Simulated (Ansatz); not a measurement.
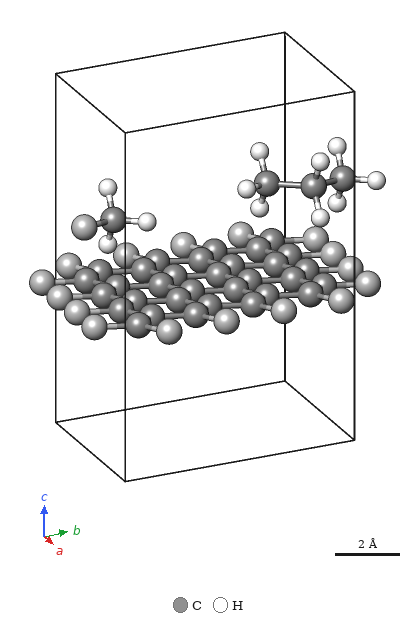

Figure 1. The structure as given in the input (ball-and-stick view of the cell of the calculation, with the vacuum cut short, seen slightly off an axis; neighbours outside the cell are drawn fainter). An atom can appear more than once, as a periodic image.

Geometry relaxation, with input and output: C₃₅H₈ (part 1 of 4)

System: C₃₅H₈ (slab, 43 atoms in the cell).
Method: DFT PBE+D3(BJ), scalar-relativistic, plane waves, PAW, no spin polarisation (Ansatz 0.2.0).

The structure derives from an entry of the Crystallography Open Database. The input holds or restrains some coordinates. Forces given for the steps count only the free coordinates. It belongs to a series of runs on one base structure; here: 1 propane a cell, flat, over a hollow C-C site.

## The input
```yaml
crystal:
  lattice:
    - [9.8601980332, 0.0, 0.0]
    - [-4.9300990166, 8.5391819831, 0.0]
    - [0.0, 0.0, 19.8138100064]
  atoms:
    - { symbol: C, position: [0.4166666667, 0.3333333333, 0.4037587924] }
    - { symbol: C, position: [0.4166666667, 0.5833333333, 0.4037587924] }
    - { symbol: C, position: [0.4166666667, 0.8333333333, 0.4037587924] }
    - { symbol: C, position: [0.4166666667, 0.0833333333, 0.4037587924] }
    - { symbol: C, position: [0.6666666667, 0.3333333333, 0.4037587924] }
    - { symbol: C, position: [0.6666666667, 0.5833333333, 0.4037587924] }
    - { symbol: C, position: [0.6666666667, 0.8333333333, 0.4037587924] }
    - { symbol: C, position: [0.6666666667, 0.0833333333, 0.4037587924] }
    - { symbol: C, position: [0.9166666667, 0.3333333333, 0.4037587924] }
    - { symbol: C, position: [0.9166666667, 0.5833333333, 0.4037587924] }
    - { symbol: C, position: [0.9166666667, 0.8333333333, 0.4037587924] }
    - { symbol: C, position: [0.9166666667, 0.0833333333, 0.4037587924] }
    - { symbol: C, position: [0.1666666667, 0.3333333333, 0.4037587924] }
    - { symbol: C, position: [0.1666666667, 0.5833333333, 0.4037587924] }
    - { symbol: C, position: [0.1666666667, 0.8333333333, 0.4037587924] }
    - { symbol: C, position: [0.1666666667, 0.0833333333, 0.4037587924] }
    - { symbol: C, position: [0.3333333333, 0.1666666667, 0.4038400491] }
    - { symbol: C, position: [0.3333333333, 0.4166666667, 0.4038400491] }
    - { symbol: C, position: [0.3333333333, 0.6666666667, 0.4038400491] }
    - { symbol: C, position: [0.3333333333, 0.9166666667, 0.4038400491] }
    - { symbol: C, position: [0.5833333333, 0.1666666667, 0.4038400491] }
    - { symbol: C, position: [0.5833333333, 0.4166666667, 0.4038400491] }
    - { symbol: C, position: [0.5833333333, 0.6666666667, 0.4038400491] }
    - { symbol: C, position: [0.5833333333, 0.9166666667, 0.4038400491] }
    - { symbol: C, position: [0.8333333333, 0.1666666667, 0.4038400491] }
    - { symbol: C, position: [0.8333333333, 0.4166666667, 0.4038400491] }
    - { symbol: C, position: [0.8333333333, 0.6666666667, 0.4038400491] }
    - { symbol: C, position: [0.8333333333, 0.9166666667, 0.4038400491] }
    - { symbol: C, position: [0.0833333333, 0.1666666667, 0.4038400491] }
    - { symbol: C, position: [0.0833333333, 0.4166666667, 0.4038400491] }
    - { symbol: C, position: [0.0833333333, 0.6666666667, 0.4038400491] }
    - { symbol: C, position: [0.0833333333, 0.9166666667, 0.4038400491] }
    - { symbol: C, position: [0.8172290104, 0.0042961092, 0.5701937185] }
    - { symbol: C, position: [0.8487695616, -0.132221017, 0.5701937185] }
    - { symbol: C, position: [0.696393992, -0.28919294, 0.5701937185] }
    - { symbol: H, position: [0.9301624884, 0.1165824113, 0.5701937185] }
    - { symbol: H, position: [0.75, 0.0, 0.5244629883] }
    - { symbol: H, position: [0.75, 0.0, 0.6159244487] }
    - { symbol: H, position: [0.9182200576, -0.1245000561, 0.6156922874] }
    - { symbol: H, position: [0.9182200576, -0.1245000561, 0.5247001966] }
    - { symbol: H, position: [0.7232742307, -0.3859308828, 0.5701937185] }
    - { symbol: H, position: [0.6264239371, -0.3001500418, 0.6159244487] }
    - { symbol: H, position: [0.6264239371, -0.3001500418, 0.5244629883] }
basis:
  ecutwfc: 420
kpoints:
  mp_grid: { grid: [2, 2, 1] }
hamiltonian:
  xc: pbe
  dispersion: d3bj
scf:
  occupations: { method: gaussian, width: 0.05 }
output:
  forces: true
  eigenvalues: true
  write_density: true
  write_potential: true
  elf: true
  volumetric_format: npy
relax:
  adjacent_minimum: "off"
  f_tol: 0.04
  max_steps: 100
  constraints: [{ sites: [0] }]
efield:
  axis: 3
  dipole_correction: true
  ramp_width: 0.04
```

Launched with:
```bash
ansatz run input.yaml --threads 4 --pin off --max-ram 10240MiB --backend cpu --events-out ev --progress --plain --runs-dir out
```

## Output
```
Engine: ansatz 0.2.0, x86_64-unknown-linux-gnu
Pseudopotentials: kind: paw
Pseudopotential: C, paw, valence charge 4, recommended cutoff 420 eV (normal), C.paw.azcp
Pseudopotential: H, paw, valence charge 1, recommended cutoff 420 eV (normal), H.paw.azcp
Functional definition: PBE
  parameter kappa = 0.804
  parameter beta = 0.06672455060314922
  exchange = pbe_x(kappa = kappa, mu = beta*pi^2/3)
  correlation = pbe_c(beta = beta)
Crystal: 43 atoms, lattice volume = 1668.284 Å³
Basis set: ecut = 420 eV, 32671 PW (Γ), exchange–correlation on 144×144×270 points (8 copies of the dense FFT grid, shifted against one another)
Bands: 117, of which v1, the nominal top of the filled ones, is band 74 counted from 1 (73 counted from 0)
Symmetry: 1 space group operations
Space group: P1 (ITA 1), of the structure as read, at distance tolerance 1.2e-4 Å
k-points: 4
Non-local potential: C, projectors of the file, l = 0: 2, l = 1: 2, l = 2: 1
Non-local potential: H, projectors of the file, l = 0: 2, l = 1: 1
PAW form: soft (Blöchl's): semilocal exchange-correlation on the pseudo side does not see the compensation charge
PAW one-centre angular grid: C, 110 points (default); XC on 64 Gauss nodes
PAW one-centre angular grid: H, 110 points (default); XC on 64 Gauss nodes
Initial density: superposition of atomic densities (neutral atoms: chi_scale 0, normalization atom), corrected by the library's trained network
Initial wavefunctions: pseudopotential atomic-orbital guess
Functional: x = pbe(κ = 0.804, μ = 0.2195149727645171), c = pbe(β = 0.06672455060314922)
SCF iter   1: F=—  HF=-8915.394107 eV  |F-HF|=—  |Δ(HF+E_count)|=         —  Δρ=2.01e-3  dr2=1.01e-1  ethr=1.77e-3  p=0.096 e·Å  D=1.04e-2 V/Å  ΔV_dip=-0.21 eV  dr2_dipole=4.03e-3  V_vac-E_F(+/−)=4.22/4.42 eV  ⟨swp⟩=9.2  Hψ=2713  notcnv=0  defer=117
efield: sawtooth ramp at fractional position 0.9898 (placed from the atoms, in the widest stretch of the axis that holds none; the zero of the levels goes with the place), width 0.0400; the density the first Hamiltonian is built on has a dipole p = 0.096 e·Å; the dipole correction subtracts the counter field D = 1.04e-2 V/Å, which shifts the + side's vacuum level by -0.21 eV against the − side's; the planar-averaged density in the ramp window peaks in size at 3.5e-5 e/Å³
preconditioner: auto → Resta (q_TF=auto, 1.822 Å⁻¹)  ε∞=1.6  [insulator: Δε(μ)=1.948 eV  Ē_g=14.198 eV  σ=0.050 eV  W_gap=1.00  n_scr=172 (ndim 8)  ℏωp=11.1 eV  f_vac=0.740  D(μ)=0.00/eV (n_scr^D=0)  ε∞_Penn≈1.6  vacuum switching on, ρ_ref=1.5e-2 e/Å³]
SCF iter   2: F=—  HF=-8915.387556 eV  |F-HF|=—  |Δ(HF+E_count)|=   6.55e-3  Δρ=1.10e-3  dr2=1.84e-2  ethr=6.80e-5  p=-0.004 e·Å  D=-4.28e-4 V/Å  ΔV_dip=0.01 eV  dr2_dipole=7.12e-5  V_vac-E_F(+/−)=4.34/4.33 eV  ⟨swp⟩=2.0  Hψ=791  notcnv=0  defer=145
SCF iter   3: F=—  HF=-8915.390510 eV  |F-HF|=—  |Δ(HF+E_count)|=   2.95e-3  Δρ=4.31e-4  dr2=4.83e-3  ethr=1.24e-5  p=-0.019 e·Å  D=-2.09e-3 V/Å  ΔV_dip=0.04 eV  dr2_dipole=2.05e-5  V_vac-E_F(+/−)=4.34/4.30 eV  ⟨swp⟩=2.0  Hψ=514  notcnv=0  defer=145
SCF iter   4: F=—  HF=-8915.392821 eV  |F-HF|=—  |Δ(HF+E_count)|=   2.31e-3  Δρ=1.86e-4  dr2=1.70e-3  ethr=3.27e-6  p=-0.027 e·Å  D=-2.91e-3 V/Å  ΔV_dip=0.06 eV  dr2_dipole=2.99e-6  V_vac-E_F(+/−)=4.34/4.29 eV  ⟨swp⟩=2.5  Hψ=659  notcnv=0  defer=145
SCF iter   5: F=-8915.392941 eV  HF=-8915.392837 eV  |F-HF|=1.04e-4  |Δ(HF+E_count)|=   1.62e-5  Δρ=5.88e-5  dr2=3.70e-5  ethr=1.15e-6  p=-0.029 e·Å  D=-3.18e-3 V/Å  ΔV_dip=0.06 eV  dr2_dipole=1.02e-7  V_vac-E_F(+/−)=4.35/4.29 eV  ⟨swp⟩=2.0  Hψ=503  notcnv=0  defer=145
SCF iter   6: F=—  HF=-8915.392949 eV  |F-HF|=—  |Δ(HF+E_count)|=   1.12e-4  Δρ=1.52e-5  dr2=5.01e-6  ethr=2.50e-8  p=-0.028 e·Å  D=-3.07e-3 V/Å  ΔV_dip=0.06 eV  dr2_dipole=1.22e-10  V_vac-E_F(+/−)=4.35/4.29 eV  ⟨swp⟩=36.8  Hψ=6293  notcnv=0
SCF iter   7: F=-8915.392952 eV  HF=-8915.392952 eV  |F-HF|=2.48e-7  |Δ(HF+E_count)|=   3.46e-6  Δρ=5.13e-6  dr2=5.45e-7  ethr=3.38e-9  p=-0.028 e·Å  D=-3.06e-3 V/Å  ΔV_dip=0.06 eV  dr2_dipole=5.41e-10  V_vac-E_F(+/−)=4.35/4.29 eV  ⟨swp⟩=18.8  Hψ=4198  notcnv=0
SCF 1 converged in 7 iterations: F = -8915.392952 eV  dr2 = 5.45e-7
  greatest PAW one-centre occupation: 0.673 electrons in one spin orbital (limit 2), on the C atom at site 10 (counted from 0), in its partial waves of l = 0
relax step   1: F+E_penalty+E_count = -8915.39295172 eV  Δ(F+E_penalty+E_count) = +0.000e0 eV  max|allowed force component| = 5.450e-1 eV/Å  Δτ_max = 0.0000 Å  (7 SCF iters, dr2 threshold 4.00e-5 eV, accepted)
Initial density: handed on by an earlier stage of this run
Initial wavefunctions: those handed on with the density
iter 1 solved again at ethr=1.01e-3 eV; its pass at ethr=3.10e-3 eV (dr2=1.49e0 eV) is discarded
SCF iter   1: F=—  HF=-8915.867295 eV  |F-HF|=—  |Δ(HF+E_count)|=         —  Δρ=1.18e-2  dr2=1.49e0  ethr=1.01e-3  p=-0.028 e·Å  D=-3.05e-3 V/Å  ΔV_dip=0.06 eV  dr2_dipole=3.22e-3  V_vac-E_F(+/−)=4.34/4.28 eV  ⟨swp⟩=1.0  Hψ=1933  notcnv=0  defer=134
efield: sawtooth ramp at fractional position 0.9898 (handed on by an earlier solve), width 0.0400; the density the first Hamiltonian is built on has a dipole p = -0.028 e·Å; the dipole correction subtracts the counter field D = -3.05e-3 V/Å, which shifts the + side's vacuum level by +0.06 eV against the − side's; the planar-averaged density in the ramp window peaks in size at 9.6e-8 e/Å³
preconditioner: auto → Resta (q_TF=auto, 1.822 Å⁻¹)  ε∞=1.6  [insulator: Δε(μ)=1.960 eV  Ē_g=14.059 eV  σ=0.050 eV  W_gap=1.00  n_scr=172 (ndim 8)  ℏωp=11.1 eV  f_vac=0.737  D(μ)=0.00/eV (n_scr^D=0)  ε∞_Penn≈1.6  vacuum switching on, ρ_ref=1.4e-2 e/Å³]
SCF iter   2: F=—  HF=-8915.511867 eV  |F-HF|=—  |Δ(HF+E_count)|=   3.55e-1  Δρ=4.71e-3  dr2=1.49e-1  ethr=1.01e-3  p=0.021 e·Å  D=2.32e-3 V/Å  ΔV_dip=-0.05 eV  dr2_dipole=2.45e-3  V_vac-E_F(+/−)=4.40/4.45 eV  ⟨swp⟩=2.0  Hψ=546  notcnv=0  defer=134
SCF iter   3: F=—  HF=-8915.504015 eV  |F-HF|=—  |Δ(HF+E_count)|=   7.85e-3  Δρ=1.67e-3  dr2=1.98e-2  ethr=1.01e-4  p=-0.064 e·Å  D=-6.96e-3 V/Å  ΔV_dip=0.14 eV  dr2_dipole=4.92e-4  V_vac-E_F(+/−)=4.44/4.30 eV  ⟨swp⟩=2.0  Hψ=555  notcnv=0  defer=143
SCF iter   4: F=—  HF=-8915.504666 eV  |F-HF|=—  |Δ(HF+E_count)|=   6.51e-4  Δρ=3.37e-4  dr2=3.42e-3  ethr=1.34e-5  p=-0.015 e·Å  D=-1.63e-3 V/Å  ΔV_dip=0.03 eV  dr2_dipole=3.30e-5  V_vac-E_F(+/−)=4.33/4.30 eV  ⟨swp⟩=2.0  Hψ=579  notcnv=0  defer=144
SCF iter   5: F=—  HF=-8915.504170 eV  |F-HF|=—  |Δ(HF+E_count)|=   4.97e-4  Δρ=1.27e-4  dr2=6.90e-4  ethr=2.31e-6  p=-0.020 e·Å  D=-2.12e-3 V/Å  ΔV_dip=0.04 eV  dr2_dipole=7.85e-7  V_vac-E_F(+/−)=4.33/4.29 eV  ⟨swp⟩=2.0  Hψ=662  notcnv=0  defer=145
SCF iter   6: F=—  HF=-8915.504056 eV  |F-HF|=—  |Δ(HF+E_count)|=   1.14e-4  Δρ=4.13e-5  dr2=1.78e-5  ethr=4.66e-7  p=-0.020 e·Å  D=-2.15e-3 V/Å  ΔV_dip=0.04 eV  dr2_dipole=2.59e-7  V_vac-E_F(+/−)=4.33/4.28 eV  ⟨swp⟩=2.0  Hψ=526  notcnv=0  defer=145
SCF iter   7: F=-8915.504066 eV  HF=-8915.504066 eV  |F-HF|=2.09e-7  |Δ(HF+E_count)|=   1.04e-5  Δρ=6.96e-6  dr2=5.14e-7  ethr=1.21e-8  p=-0.018 e·Å  D=-1.98e-3 V/Å  ΔV_dip=0.04 eV  dr2_dipole=6.30e-9  V_vac-E_F(+/−)=4.32/4.28 eV  ⟨swp⟩=24.2  Hψ=4941  notcnv=0
SCF 2 converged in 7 iterations: F = -8915.504066 eV  dr2 = 5.14e-7
  greatest PAW one-centre occupation: 0.672 electrons in one spin orbital (limit 2), on the C atom at site 5 (counted from 0), in its partial waves of l = 0
relax step   2: F+E_penalty+E_count = -8915.50406621 eV  Δ(F+E_penalty+E_count) = -1.111e-1 eV  max|allowed force component| = 1.387e-1 eV/Å  Δτ_max = 0.1941 Å  (7 SCF iters, dr2 threshold 1.86e-5 eV, accepted)
SCF iter   1: F=—  HF=-8915.529177 eV  |F-HF|=—  |Δ(HF+E_count)|=         —  Δρ=2.98e-3  dr2=7.98e-2  ethr=7.30e-4  p=-0.018 e·Å  D=-1.98e-3 V/Å  ΔV_dip=0.04 eV  dr2_dipole=6.22e-4  V_vac-E_F(+/−)=4.32/4.28 eV  ⟨swp⟩=2.0  Hψ=852  notcnv=0  defer=144
efield: sawtooth ramp at fractional position 0.9898 (handed on by an earlier solve), width 0.0400; the density the first Hamiltonian is built on has a dipole p = -0.018 e·Å; the dipole correction subtracts the counter field D = -1.98e-3 V/Å, which shifts the + side's vacuum level by +0.04 eV against the − side's; the planar-averaged density in the ramp window peaks in size at 5.5e-7 e/Å³
preconditioner: auto → Resta (q_TF=auto, 1.822 Å⁻¹)  ε∞=1.6  [insulator: Δε(μ)=1.963 eV  Ē_g=14.073 eV  σ=0.050 eV  W_gap=1.00  n_scr=172 (ndim 8)  ℏωp=11.1 eV  f_vac=0.739  D(μ)=0.00/eV (n_scr^D=0)  ε∞_Penn≈1.6  vacuum switching on, ρ_ref=1.4e-2 e/Å³]
SCF iter   2: F=—  HF=-8915.511263 eV  |F-HF|=—  |Δ(HF+E_count)|=   1.79e-2  Δρ=1.25e-3  dr2=9.66e-3  ethr=5.39e-5  p=-0.060 e·Å  D=-6.51e-3 V/Å  ΔV_dip=0.13 eV  dr2_dipole=1.11e-4  V_vac-E_F(+/−)=4.40/4.27 eV  ⟨swp⟩=2.0  Hψ=649  notcnv=0  defer=145
SCF iter   3: F=—  HF=-8915.511016 eV  |F-HF|=—  |Δ(HF+E_count)|=   2.47e-4  Δρ=3.20e-4  dr2=1.21e-3  ethr=6.52e-6  p=-0.026 e·Å  D=-2.85e-3 V/Å  ΔV_dip=0.06 eV  dr2_dipole=2.18e-9  V_vac-E_F(+/−)=4.34/4.29 eV  ⟨swp⟩=2.0  Hψ=575  notcnv=0  defer=145
SCF iter   4: F=—  HF=-8915.511088 eV  |F-HF|=—  |Δ(HF+E_count)|=   7.21e-5  Δρ=1.24e-4  dr2=7.60e-4  ethr=8.20e-7  p=-0.020 e·Å  D=-2.20e-3 V/Å  ΔV_dip=0.04 eV  dr2_dipole=3.48e-6  V_vac-E_F(+/−)=4.33/4.28 eV  ⟨swp⟩=2.0  Hψ=526  notcnv=0  defer=145
SCF iter   5: F=—  HF=-8915.510938 eV  |F-HF|=—  |Δ(HF+E_count)|=   1.51e-4  Δρ=1.96e-5  dr2=7.31e-6  ethr=5.13e-7  p=-0.017 e·Å  D=-1.87e-3 V/Å  ΔV_dip=0.04 eV  dr2_dipole=2.09e-7  V_vac-E_F(+/−)=4.32/4.28 eV  ⟨swp⟩=2.0  Hψ=515  notcnv=0  defer=145
SCF iter   6: F=—  HF=-8915.510778 eV  |F-HF|=—  |Δ(HF+E_count)|=   1.60e-4  Δρ=7.09e-6  dr2=6.84e-7  ethr=4.94e-9  p=-0.016 e·Å  D=-1.75e-3 V/Å  ΔV_dip=0.03 eV  dr2_dipole=4.61e-9  V_vac-E_F(+/−)=4.32/4.28 eV  ⟨swp⟩=2.0  Hψ=576  notcnv=0  defer=145
SCF iter   7: F=-8915.510779 eV  HF=-8915.510779 eV  |F-HF|=8.27e-9  |Δ(HF+E_count)|=   3.51e-7  Δρ=1.33e-6  dr2=2.64e-8  ethr=6.76e-11  p=-0.016 e·Å  D=-1.76e-3 V/Å  ΔV_dip=0.03 eV  dr2_dipole=3.15e-10  V_vac-E_F(+/−)=4.32/4.28 eV  ⟨swp⟩=21.0  Hψ=4385  notcnv=0
SCF 3 converged in 7 iterations: F = -8915.510779 eV  dr2 = 2.64e-8
relax step   3: F+E_penalty+E_count = -8915.51077865 eV  Δ(F+E_penalty+E_count) = -6.712e-3 eV  max|allowed force component| = 7.690e-2 eV/Å  Δτ_max = 0.0548 Å  (7 SCF iters, accepted)
SCF iter   1: F=—  HF=-8915.588671 eV  |F-HF|=—  |Δ(HF+E_count)|=         —  Δρ=5.54e-3  dr2=2.86e-1  ethr=1.78e-3  p=-0.016 e·Å  D=-1.76e-3 V/Å  ΔV_dip=0.03 eV  dr2_dipole=4.11e-3  V_vac-E_F(+/−)=4.32/4.28 eV  ⟨swp⟩=3.0  Hψ=1061  notcnv=0  defer=103
efield: sawtooth ramp at fractional position 0.9898 (handed on by an earlier solve), width 0.0400; the density the first Hamiltonian is built on has a dipole p = -0.016 e·Å; the dipole correction subtracts the counter field D = -1.76e-3 V/Å, which shifts the + side's vacuum level by +0.03 eV against the − side's; the planar-averaged density in the ramp window peaks in size at 8.7e-7 e/Å³
preconditioner: auto → Resta (q_TF=auto, 1.822 Å⁻¹)  ε∞=1.6  [insulator: Δε(μ)=1.964 eV  Ē_g=14.057 eV  σ=0.050 eV  W_gap=1.00  n_scr=172 (ndim 8)  ℏωp=11.1 eV  f_vac=0.738  D(μ)=0.00/eV (n_scr^D=0)  ε∞_Penn≈1.6  vacuum switching on, ρ_ref=1.4e-2 e/Å³]
SCF iter   2: F=—  HF=-8915.519103 eV  |F-HF|=—  |Δ(HF+E_count)|=   6.96e-2  Δρ=2.31e-3  dr2=3.39e-2  ethr=1.93e-4  p=-0.117 e·Å  D=-1.27e-2 V/Å  ΔV_dip=0.25 eV  dr2_dipole=9.19e-4  V_vac-E_F(+/−)=4.49/4.23 eV  ⟨swp⟩=2.0  Hψ=693  notcnv=0  defer=145
SCF iter   3: F=—  HF=-8915.517052 eV  |F-HF|=—  |Δ(HF+E_count)|=   2.05e-3  Δρ=6.45e-4  dr2=4.40e-3  ethr=2.29e-5  p=-0.033 e·Å  D=-3.61e-3 V/Å  ΔV_dip=0.07 eV  dr2_dipole=4.37e-6  V_vac-E_F(+/−)=4.36/4.29 eV  ⟨swp⟩=2.0  Hψ=576  notcnv=0  defer=145
SCF iter   4: F=—  HF=-8915.516918 eV  |F-HF|=—  |Δ(HF+E_count)|=   1.35e-4  Δρ=1.95e-4  dr2=1.43e-3  ethr=2.98e-6  p=-0.023 e·Å  D=-2.46e-3 V/Å  ΔV_dip=0.05 eV  dr2_dipole=1.64e-5  V_vac-E_F(+/−)=4.33/4.28 eV  ⟨swp⟩=2.0  Hψ=526  notcnv=0  defer=145
SCF iter   5: F=—  HF=-8915.516690 eV  |F-HF|=—  |Δ(HF+E_count)|=   2.28e-4  Δρ=5.83e-5  dr2=1.08e-4  ethr=9.63e-7  p=-0.016 e·Å  D=-1.76e-3 V/Å  ΔV_dip=0.03 eV  dr2_dipole=1.27e-6  V_vac-E_F(+/−)=4.32/4.28 eV  ⟨swp⟩=2.0  Hψ=515  notcnv=0  defer=145
SCF iter   6: F=—  HF=-8915.516682 eV  |F-HF|=—  |Δ(HF+E_count)|=   8.39e-6  Δρ=1.68e-5  dr2=3.72e-6  ethr=7.30e-8  p=-0.014 e·Å  D=-1.47e-3 V/Å  ΔV_dip=0.03 eV  dr2_dipole=1.86e-9  V_vac-E_F(+/−)=4.31/4.28 eV  ⟨swp⟩=2.0  Hψ=539  notcnv=0  defer=145
SCF iter   7: F=—  HF=-8915.516404 eV  |F-HF|=—  |Δ(HF+E_count)|=   2.78e-4  Δρ=2.93e-6  dr2=1.19e-7  ethr=2.52e-9  p=-0.013 e·Å  D=-1.46e-3 V/Å  ΔV_dip=0.03 eV  dr2_dipole=6.02e-10  V_vac-E_F(+/−)=4.31/4.28 eV  ⟨swp⟩=2.0  Hψ=576  notcnv=0  defer=145
SCF iter   8: F=-8915.516404 eV  HF=-8915.516404 eV  |F-HF|=5.98e-9  |Δ(HF+E_count)|=   4.81e-8  Δρ=1.04e-6  dr2=1.94e-8  ethr=6.76e-11  p=-0.013 e·Å  D=-1.46e-3 V/Å  ΔV_dip=0.03 eV  dr2_dipole=1.32e-11  V_vac-E_F(+/−)=4.31/4.28 eV  ⟨swp⟩=21.5  Hψ=4150  notcnv=0
SCF 4 converged in 8 iterations: F = -8915.516404 eV  dr2 = 1.94e-8
  greatest PAW one-centre occupation: 0.672 electrons in one spin orbital (limit 2), on the C atom at site 27 (counted from 0), in its partial waves of l = 0
relax step   4: F+E_penalty+E_count = -8915.51640438 eV  Δ(F+E_penalty+E_count) = -5.626e-3 eV  max|allowed force component| = 4.557e-2 eV/Å  Δτ_max = 0.0976 Å  (8 SCF iters, accepted)
```
